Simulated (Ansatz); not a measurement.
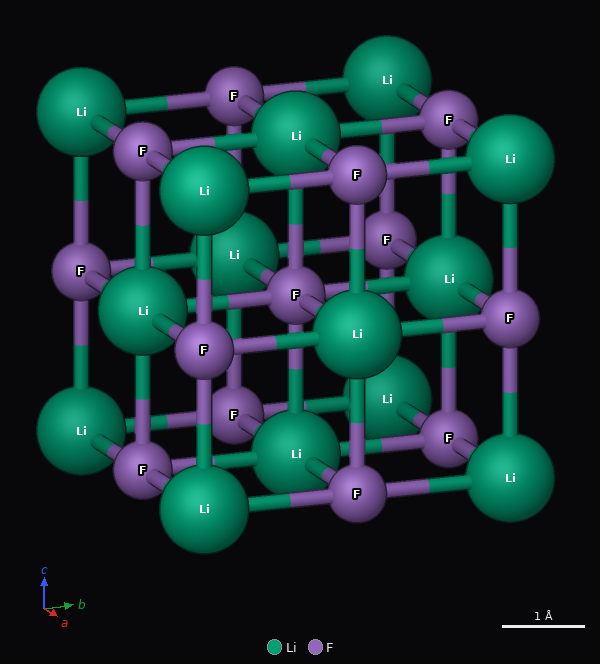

This is crystalline LiF (set up in Fm-3m). Style: ball-and-stick. Shown: the conventional cell (4 times the calculation's cell), slightly off an axis. Lengths and directions refer to the drawn axes.

Theory: DFT, LDA, PAW with Ansatz's default frozen-core files, scalar-relativistic in Ansatz 0.2.0. (plane-wave cutoff 420 eV; k-point mesh 10 × 10 × 10; occupations fermi dirac; smearing width 0.03 eV; no spin polarisation)

The variant: The cell is strained by 0.0 % along c and +2.0 % across it (volume +4.0 %), the atoms keeping their fractional coordinates. No relaxation follows.

What does the calculation give for the changed structure?

Answer. It costs 15.8 meV per atom. The pressure goes from −6.5 to −8.5 GPa. The principal stresses (compression positive) are −7.9 GPa along c and −8.8 GPa across it. All forces vanish by symmetry. Near-neighbour distances before and after: F–Li 2.014 → 2.014 to 2.054 Å. The space group (tolerance 0.01 Å) goes from Fm-3m (No. 225) to I4/mmm (No. 139).

Drawn alike, the variant:

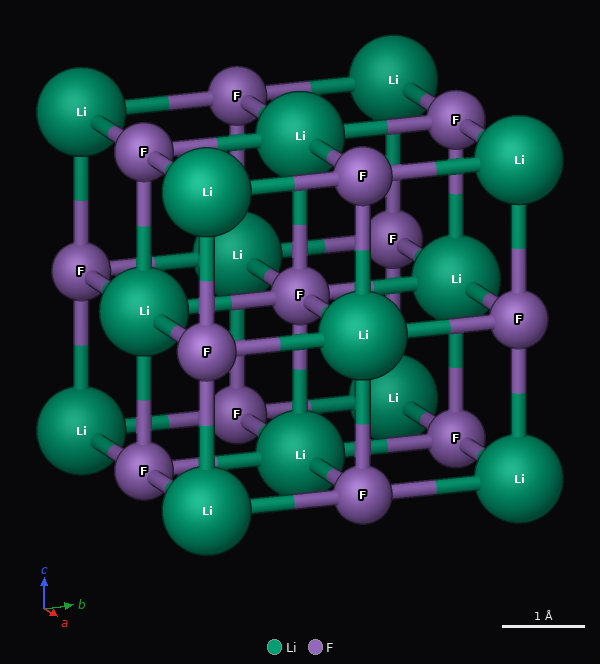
